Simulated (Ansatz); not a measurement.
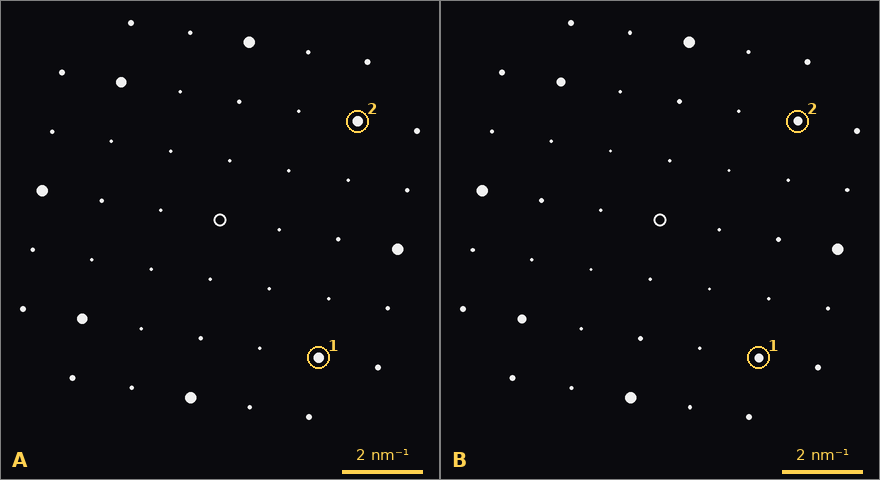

Kinematic electron diffraction patterns (300 kV, B = 0.5 Å², same scale) along [110] of the run's own cell, for the start and the end of one relaxation of Mn with DFT r2SCAN, scalar-relativistic, plane waves, PAW in Ansatz. k mesh 4×4×4. The start is a known structure type, and the relaxation ends in the nearest stationary point of its symmetry, not necessarily the ground state. Spot 1 is -2 2 -2 and spot 2 is -2 2 2 in both.

Start structure:

```
CELL_PARAMETERS angstrom
-4.68156 4.68156 4.68156
4.68156 -4.68156 4.68156
4.68156 4.68156 -4.68156
ATOMIC_POSITIONS crystal
Mn 0.00000 0.00000 0.00000
Mn 0.35115 0.35115 0.35115
Mn 0.00000 0.00000 0.64885
Mn 0.00000 0.64885 0.00000
Mn 0.64885 0.00000 0.00000
Mn 0.18369 0.80517 0.80517
Mn 0.00000 0.37852 0.19483
Mn 0.00000 0.19483 0.37852
Mn 0.81631 0.62148 0.62148
Mn 0.80517 0.18369 0.80517
Mn 0.37852 0.00000 0.19483
Mn 0.62148 0.81631 0.62148
Mn 0.19483 0.00000 0.37852
Mn 0.80517 0.80517 0.18369
Mn 0.62148 0.62148 0.81631
Mn 0.37852 0.19483 0.00000
Mn 0.19483 0.37852 0.00000
Mn 0.70943 0.31858 0.31858
Mn 0.00000 0.39085 0.68142
Mn 0.00000 0.68142 0.39085
Mn 0.29057 0.60915 0.60915
Mn 0.31858 0.70943 0.31858
Mn 0.39085 0.00000 0.68142
Mn 0.60915 0.29057 0.60915
Mn 0.68142 0.00000 0.39085
Mn 0.31858 0.31858 0.70943
Mn 0.60915 0.60915 0.29057
Mn 0.39085 0.68142 0.00000
Mn 0.68142 0.39085 0.00000
```

Question: Which pattern belongs to the start structure, and which to the relaxed one?

Answer: B is the start: its cell gives d(1) = 2.341 Å, d(2) = 2.341 Å and an angle of 90.0°. The spot positions hardly differ, so the intensities decide: those computed from the start structure match B, and A is the relaxed structure.

Question: Name reflections whose intensity changes strongly on relaxation.

Answer: 2 -2 -2 goes from 37 to 70 % of the strongest spot.

Question: Summarise the relaxation behind the change.

Answer: The cell was held fixed; with the mean shift removed, the atoms moved by up to 0.07 Å relative to the cell (Mn most); the space group stayed I-43m (No. 217); the free energy fell by 15 meV an atom.
